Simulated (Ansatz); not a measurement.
A periodic structure is given below.

```xyz
8
Lattice="5.5684 0.0000 0.0000 0.0000 5.5684 0.0000 0.0000 0.0000 5.3716" Properties=species:S:1:pos:R:3 pbc="T T T"
Si    1.4063    1.4063    1.3575
Si    0.0000    2.7842    2.6858
Si    2.7842    2.7842    0.0000
Si    2.7842    0.0000    2.6858
Si    4.1620    1.4063    4.0142
Si    4.1620    4.1620    1.3575
Si    1.4063    4.1620    4.0142
Ge    0.0000    0.0000    0.0000
```

**Before looking at a picture, describe the arrangement of atoms.**

The solid is Si₇Ge. The structure has P-42m (No. 111) symmetry and a primitive tetragonal lattice. The cell comprises 1 formula unit: 7 Si, 1 Ge. Ge is linked to four Si in a tetrahedral arrangement at 2.41 Å. Si takes three kinds of site: 4n with three Si and one Ge in a tetrahedral arrangement (2.37 Å to Si, 2.41 Å to Ge); 2f with four Si in a tetrahedral arrangement at 2.38 Å; 1d with four Si in a tetrahedral arrangement at 2.37 Å. The bonds build a three-dimensional framework.

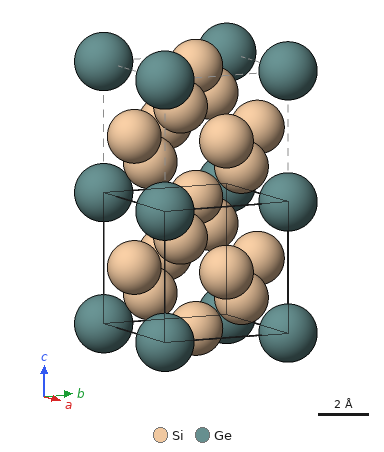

The crystal in a space-filling representation, seen slightly off an axis. Solid lines give the conventional unit cell, repeated here 1×1×2 times. Colours: silicon light orange, germanium teal.

Source of the structure: a structure listed in the Materials Project. The cell was then strained or its atoms displaced on purpose. It was run through Ansatz as a DFT input.
